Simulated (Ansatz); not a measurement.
**CoO: density, localisation and related maps**

The calculation's input:

```
crystal:
  lattice:
    - [2.57052631, 0.0, 0.0]
    - [0.0, 2.57052631, 0.0]
    - [0.0, 0.0, 2.57052631]
  atoms:
    - { symbol: Co, position: [0.0, 0.0, 0.0], spin: 2.0 }
    - { symbol: O, position: [0.5, 0.5, 0.5] }
hamiltonian:
  xc: pbe
  pseudopotentials: { kind: paw }
magnetization:
  spin_polarized: true
kpoints:
  mp_grid: { grid: [7, 7, 7] }
scf:
  occupations: { method: fermi_dirac, width: 0.05 }
output:
  forces: true
  stress: true
  eigenvalues: true
  write_density: true
  write_potential: true
  elf: true
  volumetric_format: npy
relax:
  f_tol: 0.01
  max_steps: 40
```

Run with:

```sh
ansatz run input.yaml --threads 2 --pin off --max-ram 5632MiB --backend cpu --events-out ev --progress --plain --runs-dir out
```

Below, planes, directions and counts refer to the conventional cell (a = 2.57 Å, b = 2.57 Å, c = 2.57 Å, α = 90.00°, β = 90.00°, γ = 90.00°).

Space group Pm-3m; a generated structure, not necessarily the stable one; built by placing these elements on a known structure type; computed pressure about 12 GPa in this cell; spin-polarised.

Method: Kohn-Sham DFT of a periodic cell, PBE, Ansatz PAW (Ansatz 0.2.0).

In a PAW calculation such maps are meaningful between the atoms, not at the nuclei.

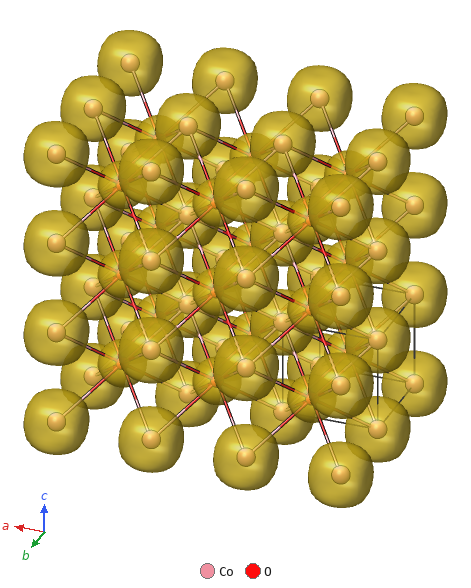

Figure 1. Isosurface of the spin density at +0.15 e/Å³ (yellow), seen at an oblique angle. Sticks mark near contacts.

Question: Describe the spin distribution.

Answer: The spin density sits on Co: +2.5 μB in one cell of 2 atoms, with smaller moments on other sites: O (up to +0.47 μB): parallel main moments, as they must be, since the calculation's own cell holds one magnetic site. The cell of the calculation (2 atoms) carries 3.0 μB of net spin moment.

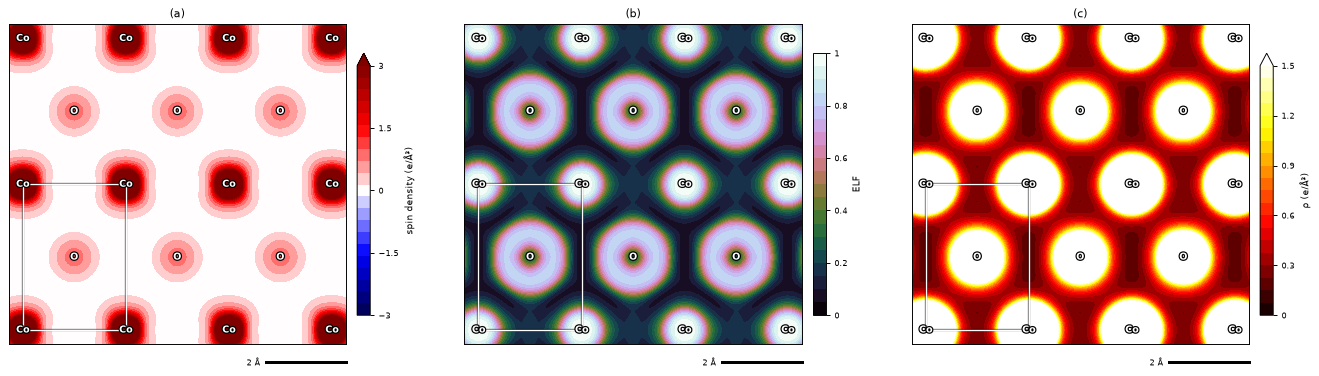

Figure 2. (a) spin density (up minus down); (b) ELF; (c) valence charge density (pseudo) on the (011̄) plane of the conventional cell.

Question: Describe what can be read from this map.

Answer: Atoms in the plane: Co and O. Co–O (2.23 Å): ρ at the midpoint is about 0.36 e/Å³; the ELF peaks at about 0.80 in the valence shell of O, 0.6 Å from its nucleus, and drops to about 0.10 between the two atoms; no shared electron pair shows on this line. Between the atoms the lowest density in this plane is 0.19 e/Å³. The features right at Co lie inside the PAW spheres, where the map follows smoothed inner orbitals and isn't to be read closely.

Question: Metal or insulator at this level of theory?

Answer: It is gapless in this calculation (a metal or semimetal); semilocal functionals without U, or without the true magnetic order, often close the gap of such compounds.
